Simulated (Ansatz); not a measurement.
**Run report: AlCo, geometry relaxation (part 2 of 2)**

AlCo (P-6m2, 2 atoms in the cell); DFT PBE, scalar-relativistic, plane waves, PAW, spin-polarised (Ansatz 0.2.0); cutoff 420 eV, 24×24×14 k-mesh, Gaussian smearing of 0.1 eV, collinear spins. The structure was made by swapping elements on the sites of another compound; it need not be a known phase. It belongs to a series of runs on one base structure; here: LiPd type (P-6m2, No. 187).

Geometry of the input (Å; fractional positions):
```
2.7299  0.0000  0.0000
-1.3649  2.3641  0.0000
0.0000  0.0000  3.8172
Al 0.6667  0.3333  0.0000
Co 0.0000  0.0000  0.5000
```

Output, continued:
```
SCF iter   1: F=—  HF=-5664.312557 eV  |F-HF|=—  |Δ(HF+E_count)|=         —  Δρ=8.01e-5 (↑8.01e-5 ↓1.88e-5)  dr2=1.52e-6  dr2_m=2.51e-7  M=0.661 μB ∫|m|=0.797 μB  β_m=0.65  ethr=6.19e-9  ⟨swp⟩=2.1  Hψ=84590  notcnv=0
preconditioner: auto → none  [metal: Δε(μ)=0.003 eV  Ē_g=8.915 eV  σ=0.100 eV  W_gap=0.02  n_scr=2 (ndim 8)  ℏωp=25.9 eV  f_vac=0.000  D(μ)=1.22/eV (n_scr^D=8)]
SCF iter   2: F=—  HF=-5664.312557 eV  |F-HF|=—  |Δ(HF+E_count)|=   1.50e-7  Δρ=7.82e-5 (↑7.82e-5 ↓7.82e-5)  dr2=3.55e-6  dr2_m=7.83e-10  M=0.661 μB ∫|m|=0.797 μB  β_m=0.30  ethr=6.19e-9  ⟨swp⟩=2.0  Hψ=24573  notcnv=0
SCF iter   3: F=—  HF=-5664.312556 eV  |F-HF|=—  |Δ(HF+E_count)|=   4.43e-7  Δρ=2.07e-5 (↑1.57e-5 ↓2.07e-5)  dr2=1.85e-8  dr2_m=6.80e-8  M=0.661 μB ∫|m|=0.797 μB  β_m=0.65  ethr=6.19e-9  ⟨swp⟩=2.2  Hψ=23506  notcnv=0
SCF iter   4: F=—  HF=-5664.312556 eV  |F-HF|=—  |Δ(HF+E_count)|=   2.18e-7  Δρ=1.10e-5 (↑2.71e-6 ↓1.10e-5)  dr2=2.38e-8  dr2_m=7.88e-9  M=0.662 μB ∫|m|=0.797 μB  β_m=0.82  ethr=9.27e-11  ⟨swp⟩=2.0  Hψ=24551  notcnv=0
SCF iter   5: F=—  HF=-5664.312556 eV  |F-HF|=—  |Δ(HF+E_count)|=   3.00e-8  Δρ=4.50e-6 (↑4.50e-6 ↓1.43e-6)  dr2=2.68e-9  dr2_m=1.52e-9  M=0.662 μB ∫|m|=0.797 μB  β_m=0.82  ethr=9.27e-11  ⟨swp⟩=2.0  Hψ=24538  notcnv=0
SCF iter   6: F=—  HF=-5664.312556 eV  |F-HF|=—  |Δ(HF+E_count)|=   2.86e-9  Δρ=1.47e-6 (↑1.35e-6 ↓1.47e-6)  dr2=2.15e-9  dr2_m=4.33e-12  M=0.662 μB ∫|m|=0.797 μB  β_m=0.75  ethr=1.34e-11  ⟨swp⟩=2.0  Hψ=20063  notcnv=0
SCF iter   7: F=—  HF=-5664.312556 eV  |F-HF|=—  |Δ(HF+E_count)|=   2.76e-9  Δρ=4.15e-6 (↑2.63e-6 ↓4.15e-6)  dr2=9.11e-9  dr2_m=1.44e-10  M=0.662 μB ∫|m|=0.797 μB  β_m=0.88  ethr=1.07e-11  ⟨swp⟩=2.0  Hψ=19468  notcnv=0
SCF iter   8: F=-5664.312556 eV  HF=-5664.312556 eV  |F-HF|=2.52e-10  |Δ(HF+E_count)|=  9.14e-10  Δρ=7.48e-7 (↑4.47e-7 ↓7.48e-7)  dr2=2.85e-10  dr2_m=5.77e-12  M=0.662 μB ∫|m|=0.797 μB  ethr=1.07e-11  ⟨swp⟩=2.0  Hψ=43885  notcnv=0
SCF 4 converged in 8 iterations: F = -5664.312556 eV  dr2 = 2.85e-10
relax step   4: F+E_penalty+E_count = -5664.31255633 eV  Δ(F+E_penalty+E_count) = +5.263e-6 eV  max|allowed force component| = 1.615e-17 eV/Å  Δτ_max = 0.0000 Å  P = -0.006 GPa  Ω = 24.603 Å³  energy of the carried Pulay correction = +2.032e-5 eV  (8 SCF iters, dr2 threshold 7.90e-9 eV, accepted)
Initial wavefunctions: pseudopotential atomic-orbital guess (no wavefunctions were taken with the density)
iter 1 solved again at ethr=7.80e-9 eV; its pass at ethr=3.10e-3 eV (dr2=1.56e-6 eV) is discarded
SCF iter   1: F=—  HF=-5664.312513 eV  |F-HF|=—  |Δ(HF+E_count)|=         —  Δρ=1.22e-4 (↑1.06e-4 ↓1.22e-4)  dr2=2.88e-7  dr2_m=1.51e-8  M=0.662 μB ∫|m|=0.797 μB  β_m=0.65  ethr=7.80e-9  ⟨swp⟩=4.0  Hψ=117062  notcnv=0
preconditioner: auto → none  [metal: Δε(μ)=0.004 eV  Ē_g=8.915 eV  σ=0.100 eV  W_gap=0.02  n_scr=2 (ndim 8)  ℏωp=25.9 eV  f_vac=0.000  D(μ)=1.22/eV (n_scr^D=8)]
SCF iter   2: F=—  HF=-5664.312535 eV  |F-HF|=—  |Δ(HF+E_count)|=   2.22e-5  Δρ=4.26e-5 (↑3.74e-5 ↓4.26e-5)  dr2=5.28e-8  dr2_m=2.25e-9  M=0.662 μB ∫|m|=0.797 μB  β_m=0.59  ethr=1.44e-9  ⟨swp⟩=1.0  Hψ=14670  notcnv=0
SCF iter   3: F=—  HF=-5664.312538 eV  |F-HF|=—  |Δ(HF+E_count)|=   2.88e-6  Δρ=1.52e-5 (↑1.52e-5 ↓1.43e-5)  dr2=5.60e-8  dr2_m=6.81e-10  M=0.662 μB ∫|m|=0.797 μB  β_m=0.46  ethr=2.64e-10  ⟨swp⟩=2.0  Hψ=23143  notcnv=0
SCF iter   4: F=—  HF=-5664.312539 eV  |F-HF|=—  |Δ(HF+E_count)|=   2.19e-7  Δρ=1.37e-6 (↑1.03e-6 ↓1.37e-6)  dr2=2.89e-10  dr2_m=1.89e-11  M=0.662 μB ∫|m|=0.797 μB  β_m=0.58  ethr=2.64e-10  ⟨swp⟩=2.1  Hψ=19560  notcnv=0
SCF iter   5: F=—  HF=-5664.312539 eV  |F-HF|=—  |Δ(HF+E_count)|=   1.07e-9  Δρ=3.74e-7 (↑2.21e-7 ↓3.74e-7)  dr2=5.42e-11  dr2_m=1.94e-12  M=0.662 μB ∫|m|=0.797 μB  β_m=0.58  ethr=1.44e-12  ⟨swp⟩=2.0  Hψ=23709  notcnv=0
SCF iter   6: F=—  HF=-5664.312539 eV  |F-HF|=—  |Δ(HF+E_count)|=  1.21e-10  Δρ=3.02e-7 (↑4.88e-8 ↓3.02e-7)  dr2=1.84e-11  dr2_m=5.46e-12  M=0.662 μB ∫|m|=0.797 μB  β_m=0.79  ethr=1.00e-12  ⟨swp⟩=1.1  Hψ=14788  notcnv=0
SCF iter   7: F=—  HF=-5664.312539 eV  |F-HF|=—  |Δ(HF+E_count)|=  7.55e-11  Δρ=1.55e-7 (↑8.05e-8 ↓1.55e-7)  dr2=1.82e-12  dr2_m=2.92e-12  M=0.662 μB ∫|m|=0.797 μB  β_m=0.90  ethr=1.00e-12  ⟨swp⟩=2.1  Hψ=18010  notcnv=0
SCF iter   8: F=—  HF=-5664.312539 eV  |F-HF|=—  |Δ(HF+E_count)|=  6.37e-12  Δρ=4.95e-8 (↑3.82e-8 ↓4.95e-8)  dr2=1.51e-12  dr2_m=2.53e-14  M=0.662 μB ∫|m|=0.797 μB  β_m=0.93  ethr=1.00e-12  ⟨swp⟩=1.3  Hψ=15607  notcnv=0
SCF iter   9: F=-5664.312539 eV  HF=-5664.312539 eV  |F-HF|=3.64e-12  |Δ(HF+E_count)|=  1.82e-12  Δρ=8.33e-8 (↑5.05e-8 ↓8.33e-8)  dr2=3.65e-12  dr2_m=6.71e-14  M=0.662 μB ∫|m|=0.797 μB  ethr=1.00e-12  ⟨swp⟩=3.2  Hψ=52233  notcnv=0
SCF 5 converged in 9 iterations: F = -5664.312539 eV  dr2 = 3.65e-12
relax step   5: F+E_penalty+E_count = -5664.31253853 eV  Δ(F+E_penalty+E_count) = +1.780e-5 eV  max|allowed force component| = 1.731e-17 eV/Å  Δτ_max = 0.0000 Å  P = -0.008 GPa  Ω = 24.603 Å³  stress off target by 1.26e-2 GPa  SCF on the basis re-selected at this cell (its energy is not comparable with the rows above)  (9 SCF iters)
```

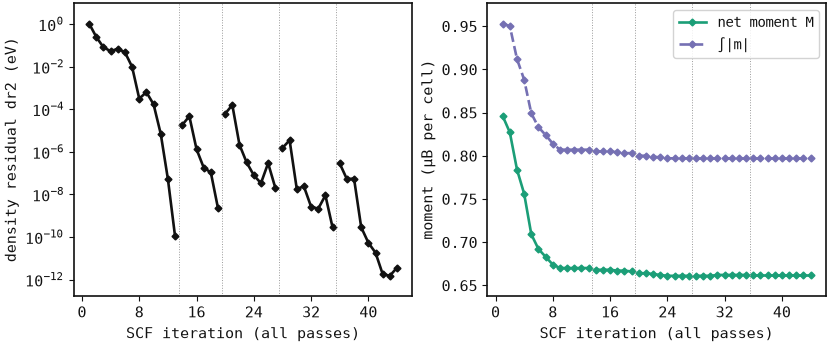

Figure 1. Convergence of the self-consistent field: density residual dr2 and magnetic moment against the SCF iteration. The dotted lines part the SCF passes of the relaxation: geometry steps, rejected trials and re-solves on a re-selected basis. The 5 passes take 6 to 13 iterations each, 44 in all. The net moment goes from 0.8 to 0.7 μB per cell.

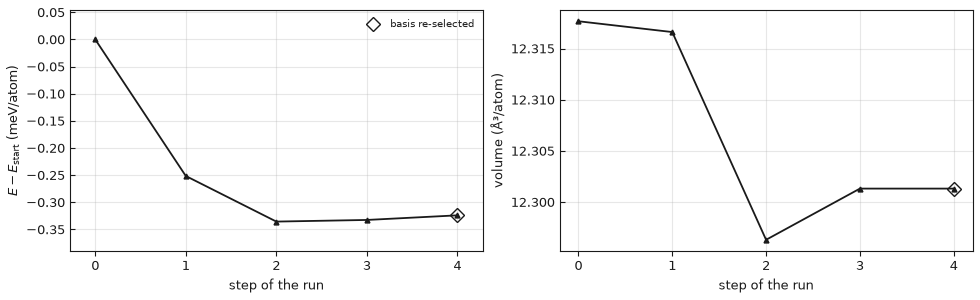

Figure 2. Progress of the relaxation, step by step (the first geometry is step 0 here and step 1 in the log).

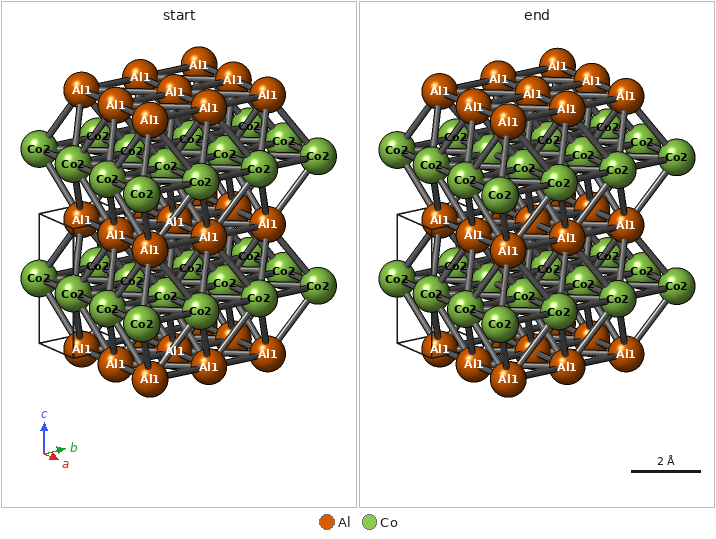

Figure 3. Before (left) and after (right) the relaxation, at one scale (ball-and-stick view of the cell of the calculation, repeated 3 × 3 × 2, seen slightly off an axis). The atoms keep their places relative to the cell (all moves are under 0.005 Å). The drawn cell changes as follows: a = b 2.730 → 2.736 Å (+0.2 %), c 3.817 → 3.796 Å (−0.6 %); the volume changes by −0.1 %. Among the contacts that change: Al1–Co2 2.475 → 2.469 Å, Co2–Co2 2.730 → 2.736 Å, Al1–Al1 2.730 → 2.736 Å. The space group stays P-6m2 (No. 187). Over 3 geometry steps the energy falls by 0.3 meV per atom. All forces vanish by symmetry, so only the cell relaxes. Pressure: −0.35 GPa at the start and −0.01 GPa at the end. A last SCF at the same geometry on a re-selected plane-wave basis shifts the energy by +0.0 meV per atom. (Atoms are counted from 1 in the order of the input.)

```
basis re-selected at this cell: Δ(F+E_penalty+E_count) = +1.780e-5 eV, ΔP = -0.001 GPa vs the last step (what re-selecting the basis moved, of the pressure what is left beyond the Pulay correction that the steps carried, after the strain that the cell walked since its last selection, with what the two solves' SCF thresholds leave and, on support functions, any second-order correction that the steps lacked; it is no measure of the basis error at this ecutwfc). This SCF's stress stands 1.26e-2 GPa from its target on what of the cell is left free (relax.cell.stress_tol is 5.00e-2 GPa) and its largest allowed force component is 1.73e-17 eV/Å (relax.f_tol is 1.00e-2 eV/Å): within both
SCF converged after 9 iterations
Magnetization: 0.6616 μB (10.3308 up, 9.6692 down)
Absolute magnetization: 0.7973 μB (∫|ρ↑−ρ↓|, with the PAW one-centre terms)
Spin contamination: 0.0136 ħ² per cell (⟨S²⟩ above its minimum at these occupations)
Per-site moments (μB) at R_I (Å): [(-0.019764853147207457, 1.0185686709843766), (0.7268820344554612, 1.0185686709843766)]
Free energy (F): -5664.312539 eV
Harris-Foulkes:  -5664.312539 eV  (|F-HF|=3.64e-12)
Internal energy: -5664.306454 eV  (E = F + TS)
E sigma→0 (E₀):  -5664.309496 eV
Entropy (-TS):   -0.006084 eV (-3.042 meV/atom)
Fermi energy:    13.268554 eV
--- Per-component energies (eV) ---
  E_band       = -302.803214
  E_kinetic    = 480.231529
  E_local      = -3888.016403  (includes V_loc(G=0)·N_el)
  E_nonlocal   = 466.506134
  E_hartree    = 1684.800124
  E_xc         = -199.795428
  E_vxc        = -235.506409  (∫ρ·V_xc dr)
  E_paw        = -1984.427859  (= ΣΔE_a)
  E_vpaw       = -495.618237  (= ΣTr[D̂ρ^β])
  E_aug_tail   = 0.000081  (compensation charges beyond the density's cutoff)
  E_ewald      = -2223.604633
  E_smearing   = -0.006084  (= −TS)
  E_closure    = 0.000000  (closes the sum)
  Σ components = -5664.312539   (vs F -5664.312539, Δ=0.00e0)
--- Forces (eV/Å), atoms counted from 1 ---
  atom   1  Al     0.00000000     0.00000000     0.00000000
  atom   2  Co     0.00000000     0.00000000    -0.00000000
  max |Σ_I F_I| component: 3.94e-17 eV/Å
--- Stress (GPa, compression-positive) ---
       -0.005183       0.000000      -0.000000
        0.000000      -0.005183      -0.000000
       -0.000000      -0.000000      -0.012628
  P = ⅓ Tr σ = -0.0077 GPa (-0.077 kbar)
--- Band table (eV; the first three rows and the last of 976) ---
  k-point 0 ↑: bands = ["-81.7121", "-45.0760", "-45.0760", "-44.7614", "2.6258", "9.8926", "11.5002", "11.5002", "12.2274", "12.4705", "12.4705", "16.9839", "26.3267", "26.3267", "28.1561"]
  k-point 1 ↑: bands = ["-81.7121", "-45.0760", "-45.0760", "-44.7615", "2.6786", "9.7699", "11.5009", "11.5009", "12.0651", "12.4655", "12.4655", "17.3441", "26.3860", "26.3860", "28.1588"]
  k-point 2 ↑: bands = ["-81.7120", "-45.0760", "-45.0760", "-44.7617", "2.8358", "9.3834", "11.5026", "11.5026", "11.7619", "12.4515", "12.4515", "18.2569", "26.5578", "26.5578", "28.1688"]
  k-point 487 ↓: bands = ["-80.8348", "-44.2262", "-44.1348", "-44.1337", "10.0341", "10.3514", "11.0384", "11.7735", "12.0045", "12.5552", "15.6918", "16.7851", "17.2682", "17.6907", "17.8608"]
--- Relaxed structure (4 steps of the walk, 4 accepted, 1 SCFs on fresh bases) ---
  F+E_penalty+E_count = -5664.31253853 eV   max|allowed force component| = 1.731e-17 eV/Å   (the final SCF, on the basis selected at the relaxed cell)
  cell:  # Å, volume = 24.6026 Å³
    - [2.735599708530166, -2.8928101352399413e-11, -1.8206273142888737e-30]
    - [-1.3677998542400305, 2.3690988421868937, 1.4914174851505156e-19]
    - [5.895353024748366e-34, 2.4080901041622054e-19, 3.7961718125915134]
  atoms:
    - { symbol: Al, position: [0.6666666666666665, 0.33333333333333326, 1.2789378536946488e-34] }
    - { symbol: Co, position: [-3.7007434155248937e-17, 3.1898214703913594e-34, 0.5] }
--- Löwdin populations: 2 sites ---
  site symbol       q [e]    m [muB]
     0     Al      3.2515    -0.0412
     1     Co     16.5691     0.7201
  spilling = 0.008968 (of n_electrons = 20.000000)
```

File populations.tsv:
```
# site	symbol	l	j	q_up	q_dn
# orbitals = lowdin
# n_electrons = 20.000000
# spilling = 0.008968
0	Al	0_3S	-	0.458180	0.469333
0	Al	1_3P	-	1.146994	1.177041
1	Co	0_3S	-	0.982750	0.983267
1	Co	0_4S	-	0.270946	0.278661
1	Co	1_3P	-	2.996031	2.995979
1	Co	2_3D	-	4.394892	3.666564
```

Trajectory as extended XYZ (Å, eV, eV/Å), 5 frames, from step=1 to step=5:
```
2
Lattice="2.7299 0.0000 0.0000 -1.3649 2.3641 0.0000 0.0000 0.0000 3.8172" Properties=species:S:1:pos:R:3:forces:R:3 step=1 energy=-5664.31189 pressure_GPa=-0.35
Al    1.3649    0.7880    0.0000    0.0000   0.0000   0.0000
Co    0.0000    0.0000    1.9086    0.0000   0.0000   0.0000
2
Lattice="2.7337 0.0000 0.0000 -1.3669 2.3675 0.0000 0.0000 0.0000 3.8061" Properties=species:S:1:pos:R:3:forces:R:3 step=2 energy=-5664.31239 pressure_GPa=-0.26
Al    1.3669    0.7892    0.0000    0.0000   0.0000   0.0000
Co    0.0000    0.0000    1.9031    0.0000   0.0000   0.0000
2
Lattice="2.7351 0.0000 0.0000 -1.3676 2.3687 0.0000 0.0000 0.0000 3.7959" Properties=species:S:1:pos:R:3:forces:R:3 step=3 energy=-5664.31256 pressure_GPa=0.05
Al    1.3676    0.7896    0.0000    0.0000   0.0000   0.0000
Co    0.0000    0.0000    1.8980    0.0000   0.0000   0.0000
2
Lattice="2.7356 0.0000 0.0000 -1.3678 2.3691 0.0000 0.0000 0.0000 3.7962" Properties=species:S:1:pos:R:3:forces:R:3 step=4 energy=-5664.31256 pressure_GPa=-0.01
Al    1.3678    0.7897    0.0000    0.0000   0.0000   0.0000
Co    0.0000    0.0000    1.8981    0.0000   0.0000   0.0000
2
Lattice="2.7356 0.0000 0.0000 -1.3678 2.3691 0.0000 0.0000 0.0000 3.7962" Properties=species:S:1:pos:R:3:forces:R:3 step=5 energy=-5664.31254 pressure_GPa=-0.01
Al    1.3678    0.7897    0.0000    0.0000   0.0000   0.0000
Co    0.0000    0.0000    1.8981    0.0000   0.0000   0.0000
```

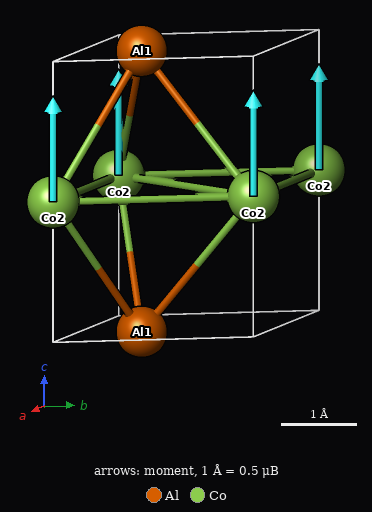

Figure 4. Magnetic moments of the sites as teal arrows (ball-and-stick view of the cell of the calculation, seen slightly off an axis; atoms are numbered from 1 in the order of the input); small moments hardly show. The run is collinear, so the axis drawn is arbitrary. Site moments: Co2 (0.73 μB). They are counted near the atoms and needn't add up to the moment of the cell.
